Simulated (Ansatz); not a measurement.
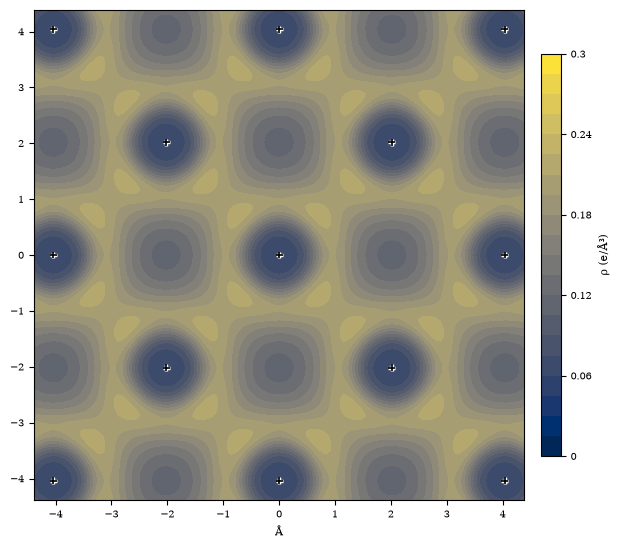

The valence pseudo-density on a plane through atoms (crosses mark nuclei in the plane).

These are results of DFT PBE, scalar-relativistic, plane waves, PAW (Ansatz), not measurements.

Candidates:
A. W, a = 4.04 Å, b = 4.04 Å, c = 4.04 Å, α = 90.00°, β = 90.00°, γ = 90.00°. Space group Fm-3m.
B. Al, a = 4.04 Å, b = 4.04 Å, c = 4.04 Å, α = 90.00°, β = 90.00°, γ = 90.00°. Space group Fm-3m; computed without spin polarisation.
C. Zn₅S₆ (slab), a = 3.85 Å, b = 3.85 Å, c = 28.61 Å, α = 90.00°, β = 90.00°, γ = 90.00°. 

**Which candidate gave the map?**

Candidate B: Al on the (001) plane of the conventional cell, which holds Al. Al–Al (2.86 Å): the density is about 0.2 e/Å³ at the midpoint.
